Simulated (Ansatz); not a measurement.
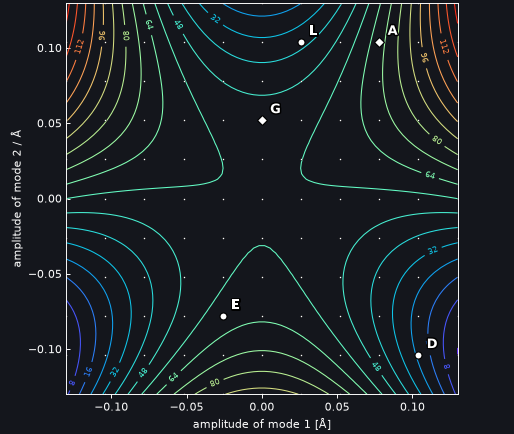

Pt (P6_3/mmc, No. 194; 4 atoms in the cell). 
- The energy is mapped over two normal modes frozen in (zone-centre modes of the 4-atom cell of this scan, which folds in the wave vector (0, 0, 1/2) of the primitive cell).
- First axis: amplitude of mode 1 (16i cm⁻¹), largest displacement. Second axis: amplitude of mode 2 (16i cm⁻¹), largest displacement.
- Nothing is relaxed (the cell and all other modes fixed).
- Grid: 11 × 11 points; 66 points were computed and 55 follow by symmetry.
- Points are written as (first, second).
- Energies: meV per cell, counted from the lowest grid point.
- Theory: DFT LDA, scalar-relativistic, plane waves, PAW in Ansatz. Settings: cutoff 420 eV, k-mesh 18×18×6 in the order of the run's cell vectors, gaussian smearing 0.15 eV, no spin polarisation.

The picture shows contour lines labelled in meV, dots at the grid points, lettered points. Between grid points the surface is interpolated.

Question: Rank the lettered points by energy, lowest first.

Answer: D (23 meV), L (38 meV), G (52 meV), E (60 meV), A (69 meV).

Question: What kind of point is each of A, D, E, G, L: minimum, saddle, maximum or slope?

Answer: A: on a slope; D: on a slope; E: on a slope; G: on a slope; L: on a slope. (In these two coordinates alone; a stationary point may lie a little off the grid point.)

PAW datasets: the set soft_1.
